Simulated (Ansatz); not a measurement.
# Searching the electronic states of Ni, part 2 of 2

Aim: see which self-consistent states Ni reaches from different starts at one fixed geometry, and which of them is lowest. The cell (2 atoms) is Ni in the deposited crystal structure (space group Fm-3m, primitive cell doubled). Source: COD entry 4320495, which need not be the ambient phase.

Ansatz 0.2.0; DFT r2SCAN, PAW, plane waves, scalar-relativistic. The steps go on from the part before.

## (6) Parallel moments scaled by 0.1, plain SCF

Input file input.yaml:

```yaml
crystal:
  lattice:
    - [0.0, 1.76598, 1.76598]
    - [1.76598, 0.0, 1.76598]
    - [3.53196, 3.53196, 0.0]
  atoms:
    - { symbol: Ni, position: [0.0, 0.0, 0.0], spin: 0.2 }
    - { symbol: Ni, position: [0.0, 0.0, 0.5], spin: 0.2 }
magnetization:
  spin_polarized: true
hamiltonian:
  xc: r2scan
  pseudopotentials: { kind: paw }
basis:
  ecutwfc: 500
kpoints:
  mp_grid: { grid: [12, 12, 6] }
scf:
  occupations: { method: fermi_dirac, width: 0.05 }
  lower_state_search: "off"
output:
  forces: true
  stress: true
```

The log of the run (excerpt; [...] marks lines left out):

```text
[... 11 lines as in an earlier run ...]
Bands: 23, of which v1, the nominal top of the filled ones, is band 18 counted from 1 (17 counted from 0)
[... 9 lines as in an earlier run ...]
Starting moments: Σ|m| = 0.4 μB on 2 of 2 sites
[... 3 lines as in an earlier run ...]
SCF iter   1: F=-11690.234417 eV  HF=-11690.185589 eV  |F-HF|=4.88e-2  |Δ(HF+E_count)|=         —  Δρ=6.01e-2 (↑6.01e-2 ↓1.52e-2)  dr2=3.64e-1  dr2_τ=1.39e-2  dr2_m=2.17e-1  M=0.725 μB ∫|m|=0.747 μB  β_m=1.00  ethr=1.01e-3  ⟨swp⟩=1.0  Hψ=24942  notcnv=0
[...]
spin-set hold released at iteration 9 (site moments contracting): the magnetisation degrees of freedom join the quasi-Newton model from the next iteration; the mixer history was flushed
[...]
SCF iter  21: F=-11690.569750 eV  HF=-11690.569750 eV  |F-HF|=2.17e-9  |Δ(HF+E_count)|=   3.05e-7  Δρ=4.30e-7 (↑4.30e-7 ↓3.47e-7)  dr2=8.81e-13  dr2_τ=9.44e-14  dr2_m=3.02e-11  M=1.490 μB ∫|m|=1.862 μB  ethr=1.00e-12  ⟨swp⟩=4.1  Hψ=15807  notcnv=0
[...]
[... 1 line as in an earlier run ...]
SCF converged after 21 iterations
Magnetization: 1.4899 μB (18.7449 up, 17.2551 down)
Absolute magnetization: 1.8645 μB (∫|ρ↑−ρ↓|, with the PAW one-centre terms)
Spin contamination: 0.0475 ħ² per cell (⟨S²⟩ above its minimum at these occupations)
Per-site moments (μB) at R_I (Å): [(0.8181121415887719, 1.0302075575878509), (0.8181121415887719, 1.0302075575878509)]
Free energy (F): -11690.569750 eV
[...]
E sigma→0 (E₀):  -11690.561463 eV
Entropy (-TS):   -0.016573 eV (-8.286 meV/atom)
Fermi energy:    17.837448 eV
[... 26 lines left out: energy terms, forces, stress ...]
```

It took 7.5 s on 2 threads of an x86-64 CPU, shared host; peak memory 0.46 GiB.

This is the state of step 2 again (ferromagnetic), after 21 iterations.

## (7) Moments +- scaled by 0.65, plain SCF

input.yaml: that of step 6 with these lines changed.

```diff
@@ -6,4 +6,4 @@
   atoms:
-    - { symbol: Ni, position: [0.0, 0.0, 0.0], spin: 0.2 }
-    - { symbol: Ni, position: [0.0, 0.0, 0.5], spin: 0.2 }
+    - { symbol: Ni, position: [0.0, 0.0, 0.0], spin: 1.3 }
+    - { symbol: Ni, position: [0.0, 0.0, 0.5], spin: -1.3 }
 magnetization:
```

The log of the run (excerpt; [...] marks lines left out):

```text
[... 21 lines as in an earlier run ...]
Starting moments: Σ|m| = 2.6 μB on 2 of 2 sites
Starting magnetic order: antiferromagnet; a translation exchanges its spin sublattices: spin-degenerate at every k-point
[... 3 lines as in an earlier run ...]
[...]
SCF iter   1: F=-11690.179532 eV  HF=-11689.957751 eV  |F-HF|=2.22e-1  |Δ(HF+E_count)|=         —  Δρ=5.37e-2 (↑5.37e-2 ↓5.37e-2)  dr2=2.50e-1  dr2_τ=1.97e-2  dr2_m=4.54e-1  M=0.000 μB ∫|m|=1.664 μB  β_m=0.30  ethr=6.95e-4  ⟨swp⟩=1.1  Hψ=13069  notcnv=0
[...]
spin-set hold released at iteration 8 (site moments contracting): the magnetisation degrees of freedom join the quasi-Newton model from the next iteration; the mixer history was flushed
[...]
SCF iter  20: F=-11690.379084 eV  HF=-11690.379084 eV  |F-HF|=1.99e-9  |Δ(HF+E_count)|=   3.89e-8  Δρ=2.58e-6 (↑2.58e-6 ↓2.58e-6)  dr2=6.45e-10  dr2_τ=1.85e-11  dr2_m=1.01e-9  M=0.000 μB ∫|m|=1.111 μB  ethr=1.49e-11  ⟨swp⟩=2.3  Hψ=8659  notcnv=0
[...]
[... 1 line as in an earlier run ...]
SCF converged after 20 iterations
Magnetization: 0.0000 μB (18.0000 up, 18.0000 down)
Absolute magnetization: 1.1117 μB (∫|ρ↑−ρ↓|, with the PAW one-centre terms)
Spin contamination: 0.5039 ħ² per cell (⟨S²⟩ above its minimum at these occupations)
Per-site moments (μB) at R_I (Å): [(0.530461687732289, 1.0302075575878509), (-0.530461687732289, 1.0302075575878509)]
Free energy (F): -11690.379084 eV
[...]
E sigma→0 (E₀):  -11690.366483 eV
Entropy (-TS):   -0.025202 eV (-12.601 meV/atom)
Fermi energy:    17.590643 eV
[... 26 lines left out: energy terms, forces, stress ...]
```

Run time: 4.4 s. Hardware: 2 threads of an x86-64 CPU, shared host; peak memory 0.48 GiB.

The run ends in the same state as step 3 (antiferromagnetic); it took 20 iterations.

## (8) A moment on one site alone, plain SCF

input.yaml: that of step 7 with these lines changed.

```diff
@@ -6,4 +6,4 @@
   atoms:
-    - { symbol: Ni, position: [0.0, 0.0, 0.0], spin: 1.3 }
-    - { symbol: Ni, position: [0.0, 0.0, 0.5], spin: -1.3 }
+    - { symbol: Ni, position: [0.0, 0.0, 0.0] }
+    - { symbol: Ni, position: [0.0, 0.0, 0.5], spin: 2.0 }
 magnetization:
```

The log of the run (excerpt; [...] marks lines left out):

```text
[... 14 lines as in an earlier run ...]
Magnetic group: BNS 166.97 (UNI 1327), of the structure as read, at distance tolerance 2.8e-5 Å
[... 6 lines as in an earlier run ...]
Starting moments: Σ|m| = 2 μB on 1 of 2 sites
[... 2 lines as in an earlier run ...]
SCF iter   1: F=-11685.719003 eV  HF=-11690.190143 eV  |F-HF|=4.47e0  |Δ(HF+E_count)|=         —  Δρ=1.07e-1 (↑1.07e-1 ↓5.47e-2)  dr2=5.16e0  dr2_τ=2.18e-2  dr2_m=2.24e-1  M=1.548 μB ∫|m|=1.701 μB  β_m=0.30  ethr=3.10e-3  ⟨swp⟩=5.4  Hψ=18085  notcnv=0
[...]
spin-set hold released at iteration 6 (the charge has settled, or the pull on large starting moments outlasts its swing): the magnetisation degrees of freedom join the quasi-Newton model from the next iteration; the mixer history was flushed
[...]
SCF iter  23: F=-11690.569750 eV  HF=-11690.569750 eV  |F-HF|=3.14e-8  |Δ(HF+E_count)|=   2.26e-7  Δρ=3.61e-6 (↑2.64e-6 ↓3.61e-6)  dr2=2.55e-9  dr2_τ=3.41e-11  dr2_m=3.75e-10  M=1.490 μB ∫|m|=1.862 μB  ethr=1.21e-10  ⟨swp⟩=4.7  Hψ=16987  notcnv=0
[...]
[... 1 line as in an earlier run ...]
SCF converged after 23 iterations
Magnetization: 1.4898 μB (18.7449 up, 17.2551 down)
Absolute magnetization: 1.8644 μB (∫|ρ↑−ρ↓|, with the PAW one-centre terms)
Spin contamination: 0.0475 ħ² per cell (⟨S²⟩ above its minimum at these occupations)
Per-site moments (μB) at R_I (Å): [(0.8180401555756799, 1.0302075575878509), (0.8181128888929328, 1.0302075575878509)]
Free energy (F): -11690.569750 eV
[...]
E sigma→0 (E₀):  -11690.561463 eV
Entropy (-TS):   -0.016573 eV (-8.287 meV/atom)
Fermi energy:    17.837397 eV
[... 26 lines left out: energy terms, forces, stress ...]
```

Run time: 7 s. Hardware: 2 threads of an x86-64 CPU, shared host; peak memory 0.5 GiB.

Nothing new: the 23 iterations lead to the state found in step 2 (ferromagnetic).

## (9) Parallel moments, spin not held back in the first iterations, no switch to direct minimisation

input.yaml: that of step 8 with these lines changed.

```diff
@@ -6,3 +6,3 @@
   atoms:
-    - { symbol: Ni, position: [0.0, 0.0, 0.0] }
+    - { symbol: Ni, position: [0.0, 0.0, 0.0], spin: 2.0 }
     - { symbol: Ni, position: [0.0, 0.0, 0.5], spin: 2.0 }
@@ -20,2 +20,4 @@
   lower_state_search: "off"
+  algorithm: density_mixing
+  mixing: { spin_hold: "off" }
 output:
```

The log of the run (excerpt; [...] marks lines left out):

```text
[... 21 lines as in an earlier run ...]
Starting moments: Σ|m| = 4 μB on 2 of 2 sites
[... 2 lines as in an earlier run ...]
[...]
SCF iter   1: F=-11690.344384 eV  HF=-11689.613049 eV  |F-HF|=7.31e-1  |Δ(HF+E_count)|=         —  Δρ=1.07e-1 (↑8.49e-2 ↓1.07e-1)  dr2=6.26e-2  dr2_τ=3.64e-2  dr2_m=1.83e0  M=2.099 μB ∫|m|=2.264 μB  β_m=0.63  ethr=1.75e-4  ⟨swp⟩=1.7  Hψ=26109  notcnv=0
[...]
SCF iter  14: F=-11690.569750 eV  HF=-11690.569750 eV  |F-HF|=2.09e-8  |Δ(HF+E_count)|=   2.50e-7  Δρ=1.13e-6 (↑1.13e-6 ↓6.33e-7)  dr2=5.03e-11  dr2_τ=1.32e-12  dr2_m=1.37e-10  M=1.490 μB ∫|m|=1.862 μB  ethr=1.44e-12  ⟨swp⟩=3.8  Hψ=14401  notcnv=0
[...]
[... 1 line as in an earlier run ...]
SCF converged after 14 iterations
Magnetization: 1.4899 μB (18.7449 up, 17.2551 down)
Absolute magnetization: 1.8644 μB (∫|ρ↑−ρ↓|, with the PAW one-centre terms)
Spin contamination: 0.0475 ħ² per cell (⟨S²⟩ above its minimum at these occupations)
Per-site moments (μB) at R_I (Å): [(0.8180837885293936, 1.0302075575878509), (0.8180837885293937, 1.0302075575878509)]
Free energy (F): -11690.569750 eV
[...]
E sigma→0 (E₀):  -11690.561463 eV
Entropy (-TS):   -0.016573 eV (-8.286 meV/atom)
Fermi energy:    17.837399 eV
[... 26 lines left out: energy terms, forces, stress ...]
```

Run time: 5.4 s. Hardware: 2 threads of an x86-64 CPU, shared host; peak memory 0.47 GiB.

This is the state of step 2 again (ferromagnetic), after 14 iterations.

## (10) Comparing the starts

```
step  iterations  state  moments of Ni1 Ni2 (μB)  total (μB)  gap (eV)  pressure (GPa)  above lowest (meV/atom)
   2          12      1                0.82 0.82        1.49      none            -9.1                      0.0
   3          16      2               0.53 -0.53        0.00      none            -9.8                     95.3
   4           8      3                0.00 0.00        0.00      none           -11.8                      123
   5          11      1                0.82 0.82        1.49      none            -9.1                      0.0
   6          21      1                0.82 0.82        1.49      none            -9.1                      0.0
   7          20      2               0.53 -0.53        0.00      none            -9.8                     95.3
   8          23      1                0.82 0.82        1.49      none            -9.1                      0.0
   9          14      1                0.82 0.82        1.49      none            -9.1                      0.0
```

States are numbered from the lowest. Starts by step: 2 parallel moments, plain SCF; 3 opposed moments +-, plain SCF; 4 no spin polarisation; 5 spin on, no moments given (the program may seed its own), plain SCF; 6 parallel moments scaled by 0.1, plain SCF; 7 moments +- scaled by 0.65, plain SCF; 8 a moment on one site alone, plain SCF; 9 parallel moments, spin not held back in the first iterations, no switch to direct minimisation.

The 8 runs of this session took 12 min in all, from 1.8 s to 12 min each.

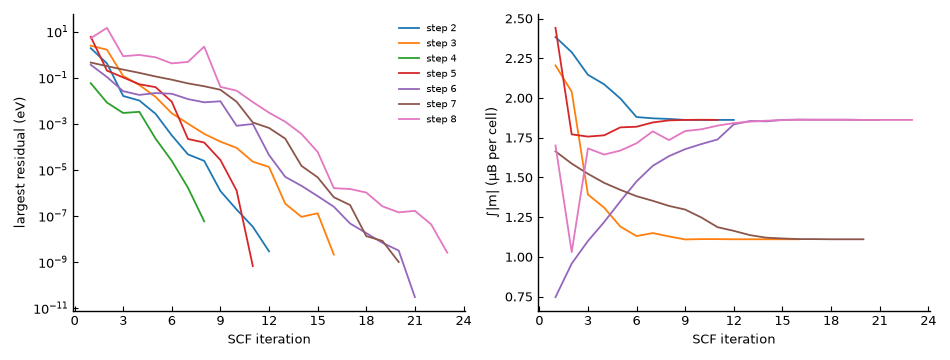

Residual and absolute moment along the iterations (7 of the 8 runs).

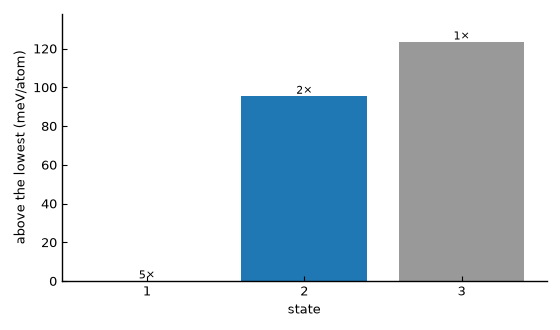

Energy of each distinct state, with the number of starts that reached it (red ferromagnetic, blue opposed moments, grey non-magnetic, green other).

## (11) Results

The summary covers parts 1 to 2.

```
                      quantity                                                     value
               distinct states                                   3 from 8 converged runs
lowest state from plain starts                                             ferromagnetic
                   its moments                                     Ni1 0.82, Ni2 0.82 μB
                  total moment                                          1.49 μB per cell
             gap on the k-mesh                                                      none
                      pressure                                                  -9.1 GPa
                 largest force                                                0.000 eV/Å
                    next state                   antiferromagnetic, 95.3 meV/atom higher
                 highest state  non-magnetic (no spin polarisation), 123 meV/atom higher
```

**Reading.** 8 runs converged, to 3 different states. Switching spin polarisation off costs 123 meV/atom in free energy, smearing entropy included. The best antiferromagnetic state lies 95.3 meV/atom above the best ferromagnetic one. The search isn't exhaustive: larger magnetic cells and non-collinear orders weren't tried.
